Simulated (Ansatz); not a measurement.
## Cu: one change and its effect

System: Cu (I4/mmm, 1 atom in the cell).
Method of run 1: Kohn-Sham DFT of a periodic cell, PBE, Ansatz PAW, no spin polarisation (Ansatz 0.2.0).

The structure derives from a Materials Project entry. Text and figures count atoms from 1; the logs count them from 0 in places.

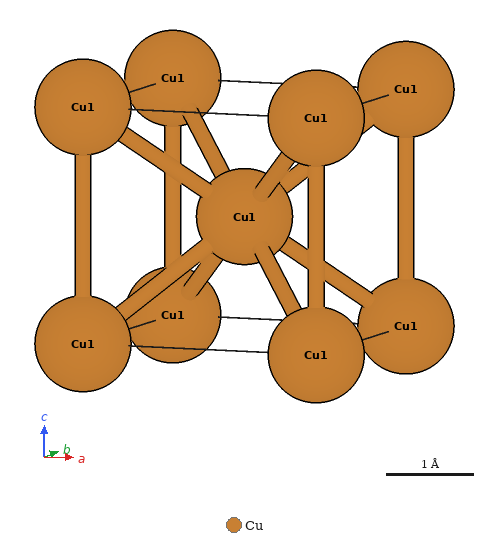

**Figure 1.** The structure as given in the input (ball-and-stick view of the cell 2 times as large as that of the calculation, set on its symmetry axes, seen slightly off an axis; atoms are numbered from 1 in the order of the input). An atom can appear more than once, as a periodic image.

### The input, run 1
```yaml
crystal:
  lattice:
    - [-1.44279332, 1.44279332, 1.37608145]
    - [1.44279332, -1.44279332, 1.37608145]
    - [1.44279332, 1.44279332, -1.37608145]
  atoms:
    - { symbol: Cu, position: [0.0, 0.0, 0.0] }
hamiltonian:
  xc: pbe
  pseudopotentials: { kind: paw }
kpoints:
  mp_grid: { grid: [13, 13, 13] }
scf:
  occupations: { method: fermi_dirac, width: 0.05 }
output:
  forces: true
  stress: true
  eigenvalues: true
relax:
  f_tol: 0.01
  max_steps: 40
  cell: { stress_tol: 0.05 }
```

Command:
```bash
ansatz run input.yaml --threads 2 --pin off --max-ram 5632MiB --backend cpu --events-out ev --progress --plain --runs-dir out
```

Hardware: 2 threads of Arm Neoverse V2, 24 GiB of memory available, shared host.

### Output, shortened to warnings, some set-up lines, iterations and results (run 1)
```
Basis set: ecut = 420 eV, 225 PW (Γ), exchange–correlation on 36×36×36 points (8 copies of the dense FFT grid, shifted against one another)
Symmetry: 16 space group operations
k-points: 196 of 2197
Initial density: superposition of atomic densities (neutral atoms: chi_scale 0, normalization atom), corrected by the library's trained network
[...]
SCF iter   1: F=—  HF=-6625.131498 eV  |F-HF|=—  |Δ(HF+E_count)|=         —  Δρ=1.29e-3  dr2=7.71e-5  ethr=1.77e-3  ⟨swp⟩=5.5  Hψ=13881  notcnv=0
SCF iter   2: F=—  HF=-6625.131620 eV  |F-HF|=—  |Δ(HF+E_count)|=   1.22e-4  Δρ=5.05e-4  dr2=5.61e-6  ethr=4.06e-7  ⟨swp⟩=2.4  Hψ=6342  notcnv=0
SCF iter   3: F=—  HF=-6625.131635 eV  |F-HF|=—  |Δ(HF+E_count)|=   1.45e-5  Δρ=1.26e-4  dr2=4.54e-7  ethr=2.95e-8  ⟨swp⟩=2.1  Hψ=3655  notcnv=0
SCF iter   4: F=-6625.131635 eV  HF=-6625.131635 eV  |F-HF|=2.70e-8  |Δ(HF+E_count)|=   9.35e-7  Δρ=1.99e-5  dr2=2.13e-8  ethr=2.39e-9  ⟨swp⟩=2.0  Hψ=3754  notcnv=0
SCF iter   5: F=-6625.131635 eV  HF=-6625.131635 eV  |F-HF|=4.87e-10  |Δ(HF+E_count)|=   3.30e-9  Δρ=2.95e-6  dr2=2.16e-10  ethr=1.12e-10  ⟨swp⟩=2.2  Hψ=3912  notcnv=0
[... 54 lines ...]
SCF iter   4: F=—  HF=-6625.143851 eV  |F-HF|=—  |Δ(HF+E_count)|=   4.09e-7  Δρ=4.94e-6  dr2=2.21e-10  ethr=3.67e-10  ⟨swp⟩=2.0  Hψ=3788  notcnv=0
SCF iter   5: F=-6625.143851 eV  HF=-6625.143851 eV  |F-HF|=2.00e-11  |Δ(HF+E_count)|=   6.88e-9  Δρ=4.25e-7  dr2=8.52e-12  ethr=1.16e-12  ⟨swp⟩=2.0  Hψ=4334  notcnv=0
SCF iter   6: F=-6625.143851 eV  HF=-6625.143851 eV  |F-HF|=0.00e0  |Δ(HF+E_count)|=  2.36e-11  Δρ=5.67e-8  dr2=1.11e-13  ethr=1.00e-12  ⟨swp⟩=3.6  Hψ=10344  notcnv=0
SCF 8 converged in 6 iterations: F = -6625.143851 eV  dr2 = 1.11e-13
relax step   8: F+E_penalty+E_count = -6625.14385146 eV  Δ(F+E_penalty+E_count) = -3.906e-4 eV  max|allowed force component| = 0.000e0 eV/Å  Δτ_max = 0.0000 Å  P = -0.047 GPa …
basis re-selected at this cell: Δ(F+E_penalty+E_count) = -3.906e-4 eV, ΔP = -0.045 GPa vs the last step (what re-selecting the basis moved, of the pressure what is left beyond the Pulay correction that the steps carried, after the strain that the cell walked since its last selection, with what the …
SCF converged after 6 iterations
Free energy (F): -6625.143851 eV
Harris-Foulkes:  -6625.143851 eV  (|F-HF|=0.00e0)
Internal energy: -6625.141083 eV  (E = F + TS)
E sigma→0 (E₀):  -6625.142467 eV
Entropy (-TS):   -0.002768 eV (-2.768 meV/atom)
Fermi energy:    16.328404 eV
--- Per-component energies (eV) ---
  E_band       = -365.492891
  E_kinetic    = 299.777979
  E_local      = -4083.804939  (includes V_loc(G=0)·N_el)
  E_nonlocal   = 390.247789
  E_hartree    = 1798.109463
  E_xc         = -89.412322
  E_vxc        = -115.375016  (∫ρ·V_xc dr)
  E_paw        = -1663.266196  (= ΣΔE_a)
  E_vpaw       = -452.557897  (= ΣTr[D̂ρ^β])
  E_aug_tail   = 0.000291  (compensation charges beyond the density's cutoff)
  E_ewald      = -3276.793149
  E_smearing   = -0.002768  (= −TS)
  E_closure    = -0.000000  (closes the sum)
  Σ components = -6625.143851   (vs F -6625.143851, Δ=0.00e0)
--- Forces (eV/Å), atoms counted from 1 ---
  atom   1  Cu     0.00000000    -0.00000000     0.00000000
  max |Σ_I F_I| component: 1.23e-32 eV/Å
--- Stress (GPa, compression-positive) ---
       -0.045497       0.000000       0.000000
        0.000000      -0.045497       0.000000
        0.000000       0.000000      -0.049415
  P = ⅓ Tr σ = -0.0468 GPa (-0.468 kbar)
--- Relaxed structure (7 steps of the walk, 7 accepted, 1 SCFs on fresh bases) ---
  F+E_penalty+E_count = -6625.14385146 eV   max|allowed force component| = 0.000e0 eV/Å   (the final SCF, on the basis selected at the relaxed cell)
  cell:  # Å, volume = 12.0230 Å³
    - [-1.4735740177019836, 1.4735740177019836, 1.3842355154879011]
    - [1.4735740177019836, -1.4735740177019836, 1.3842355154879011]
    - [1.4735740177019836, 1.4735740177019836, -1.3842355154879011]
  atoms:
    - { symbol: Cu, position: [0.0, 0.0, 0.0] }
```

The input of run 2 differs as follows (lines with − go, lines with + come):
```diff
+  mixing: { algorithm: broyden, beta: 1.0, ndim: 1, preconditioner: none }
+  max_iter: 100
```

Predict how the results change.

Both reach the same energy, so the change doesn't alter the result. The SCF takes 57 iterations over all geometry steps against 48.

### Output, shortened to warnings, some set-up lines, iterations and results (run 2)
```
Basis set: ecut = 420 eV, 225 PW (Γ), exchange–correlation on 36×36×36 points (8 copies of the dense FFT grid, shifted against one another)
Symmetry: 16 space group operations
k-points: 196 of 2197
Initial density: superposition of atomic densities (neutral atoms: chi_scale 0, normalization atom), corrected by the library's trained network
[...]
SCF iter   1: F=—  HF=-6625.131497 eV  |F-HF|=—  |Δ(HF+E_count)|=         —  Δρ=1.29e-3  dr2=7.71e-5  ethr=1.77e-3  ⟨swp⟩=5.5  Hψ=13881  notcnv=0
SCF iter   2: F=—  HF=-6625.131731 eV  |F-HF|=—  |Δ(HF+E_count)|=   2.34e-4  Δρ=2.59e-3  dr2=4.17e-4  ethr=4.06e-7  ⟨swp⟩=2.1  Hψ=6249  notcnv=0  κ⁻¹=1.0e0(r=1)
SCF iter   3: F=—  HF=-6625.131649 eV  |F-HF|=—  |Δ(HF+E_count)|=   8.27e-5  Δρ=7.56e-4  dr2=3.49e-5  ethr=4.06e-7  ⟨swp⟩=2.0  Hψ=4556  notcnv=0  κ⁻¹=1.0e0(r=1)
SCF iter   4: F=—  HF=-6625.131640 eV  |F-HF|=—  |Δ(HF+E_count)|=   8.38e-6  Δρ=5.17e-4  dr2=1.63e-5  ethr=1.84e-7  ⟨swp⟩=2.3  Hψ=4254  notcnv=0  κ⁻¹=1.0e0(r=1)
SCF iter   5: F=—  HF=-6625.131636 eV  |F-HF|=—  |Δ(HF+E_count)|=   4.27e-6  Δρ=1.49e-4  dr2=1.36e-6  ethr=8.56e-8  ⟨swp⟩=2.2  Hψ=3713  notcnv=0  κ⁻¹=1.0e0(r=1)
[... 67 lines ...]
SCF iter   3: F=—  HF=-6625.143848 eV  |F-HF|=—  |Δ(HF+E_count)|=   2.75e-8  Δρ=6.35e-6  dr2=2.59e-9  ethr=2.56e-11  ⟨swp⟩=2.0  Hψ=4617  notcnv=0  κ⁻¹=1.0e0(r=1)
SCF iter   4: F=—  HF=-6625.143848 eV  |F-HF|=—  |Δ(HF+E_count)|=  7.06e-10  Δρ=8.29e-7  dr2=4.39e-11  ethr=1.36e-11  ⟨swp⟩=2.1  Hψ=3742  notcnv=0  κ⁻¹=1.0e0(r=1)
SCF iter   5: F=-6625.143848 eV  HF=-6625.143848 eV  |F-HF|=1.82e-12  |Δ(HF+E_count)|=  1.09e-11  Δρ=1.04e-7  dr2=6.53e-13  ethr=1.00e-12  ⟨swp⟩=5.0  Hψ=10222  notcnv=0
SCF 10 converged in 5 iterations: F = -6625.143848 eV  dr2 = 6.53e-13
relax step  10: F+E_penalty+E_count = -6625.14384830 eV  Δ(F+E_penalty+E_count) = +6.707e-6 eV  max|allowed force component| = 0.000e0 eV/Å  Δτ_max = 0.0000 Å  P = +0.002 GPa …
basis re-selected at this cell: Δ(F+E_penalty+E_count) = +6.707e-6 eV, ΔP = +0.001 GPa vs the last step (what re-selecting the basis moved, of the pressure what is left beyond the Pulay correction that the steps carried, after the strain that the cell walked since its last selection, with what the …
SCF converged after 5 iterations
Stability not checked: this state was not tested for a lower state beside it, because the mixer in use, unlike msr1, does not test its closes by its own steps (another_mixer; see scf.mixing.algorithm and scf.lower_state_search)
Free energy (F): -6625.143848 eV
Harris-Foulkes:  -6625.143848 eV  (|F-HF|=1.82e-12)
Internal energy: -6625.141080 eV  (E = F + TS)
E sigma→0 (E₀):  -6625.142464 eV
Entropy (-TS):   -0.002768 eV (-2.768 meV/atom)
Fermi energy:    16.335656 eV
--- Per-component energies (eV) ---
  E_band       = -365.371238
  E_kinetic    = 299.782325
  E_local      = -4083.168426  (includes V_loc(G=0)·N_el)
  E_nonlocal   = 390.242532
  E_hartree    = 1797.849349
  E_xc         = -89.415453
  E_vxc        = -115.379292  (∫ρ·V_xc dr)
  E_paw        = -1663.260703  (= ΣΔE_a)
  E_vpaw       = -452.547436  (= ΣTr[D̂ρ^β])
  E_aug_tail   = 0.000290  (compensation charges beyond the density's cutoff)
  E_ewald      = -3277.170996
  E_smearing   = -0.002768  (= −TS)
  E_closure    = 0.000000  (closes the sum)
  Σ components = -6625.143848   (vs F -6625.143848, Δ=0.00e0)
--- Forces (eV/Å), atoms counted from 1 ---
  atom   1  Cu     0.00000000     0.00000000    -0.00000000
  max |Σ_I F_I| component: 6.78e-32 eV/Å
--- Stress (GPa, compression-positive) ---
        0.001942      -0.000000       0.000000
       -0.000000       0.001942       0.000000
        0.000000       0.000000       0.002587
  P = ⅓ Tr σ = 0.0022 GPa (0.022 kbar)
--- Relaxed structure (8 steps of the walk, 8 accepted, 2 SCFs on fresh bases) ---
  F+E_penalty+E_count = -6625.14384830 eV   max|allowed force component| = 0.000e0 eV/Å   (the final SCF, on the basis selected at the relaxed cell)
  cell:  # Å, volume = 12.0189 Å³
    - [-1.4734317272211908, 1.4734317272211908, 1.3840232217827348]
    - [1.4734317272211908, -1.4734317272211908, 1.3840232217827348]
    - [1.4734317272211908, 1.4734317272211908, -1.3840232217827348]
  atoms:
    - { symbol: Cu, position: [0.0, 0.0, 0.0] }
```

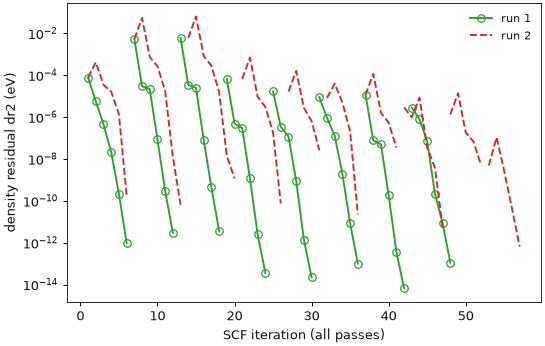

**Figure 2.** Convergence of the two runs: density residual dr2 against the SCF iteration. A break in a curve parts two SCF passes. Run 1 takes 48 iterations in all, and run 2 takes 57.

### The two runs side by side

| quantity | run 1 | run 2 |
| --- | --- | --- |
| outcome | converged | converged |
| free energy per atom (eV) | −6625.1439 | −6625.1438 |
| energy per atom, smearing taken to zero (eV) | −6625.1425 | −6625.1425 |
| gap on the mesh (eV) | 0.00 | 0.00 |
| pressure (GPa) | −0.05 | 0.00 |
| largest force (eV/Å) | 0.000 | 0.000 |
| SCF iterations | 48 | 57 |
| irreducible k-points | 196 | 196 |
| wall time (shared host) | 8.2 s | 11 s |

For run 2: This input holds a deliberate fault: mixing far too strong (`scf.mixing`). It did no harm here: the run converged to the energy of the sound run within 1 meV per atom.
